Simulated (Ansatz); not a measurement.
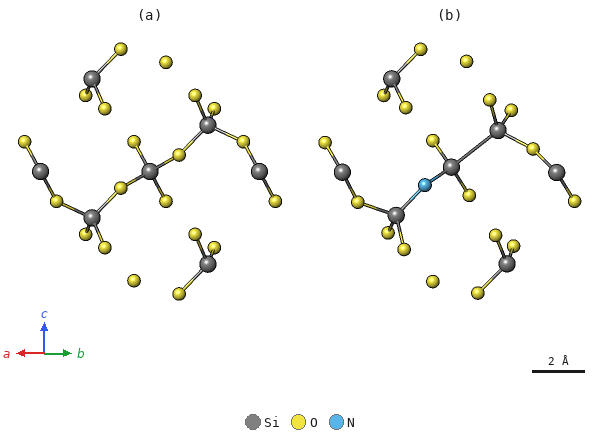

Left: perfect SiO2. Right: the same region with a pair of point defects, after relaxing the atoms in a supercell of 72 sites. Style: ball-and-stick. Shown: the atoms within 5.4 Å of one point, in a slice 4.2 Å thick across the line of sight, along [110].

Method: DFT, PBEsol, PAW, plane waves in Ansatz 0.2.0. Settings: plane-wave cutoff 420 eV; k-point mesh 1 × 1 × 1; mesh shifted by (0.25, 0.25, 0.25); collinear spin. Fermi-Dirac smearing of 0.01 eV. A uniform background neutralises the charged cell. The axes drawn are those of the host's conventional cell.

**Which defect is it?**

An oxygen atom is replaced by nitrogen and an oxygen atom is taken out (a vacancy), the two sites 2.6 Å apart.

The charge state of the cell is −1.

**What does the relaxation do around it?**

In the host the O atom has 2 Si at 1.62 Å; the N atom ends with 2 Si at 1.63 to 1.64 Å. Around the empty O site the host had 2 Si at 1.62 Å; after relaxation the nearest atoms are 2 Si at 1.21 to 1.43 Å. Of the host's atoms, an oxygen atom moves furthest from its site, by 0.49 Å. The N atom itself moves 0.32 Å from where it was put. The cell ends without a net magnetic moment.

Limits of the set-up: the cell is charged, on a uniform background, and energies carry no finite-size correction.
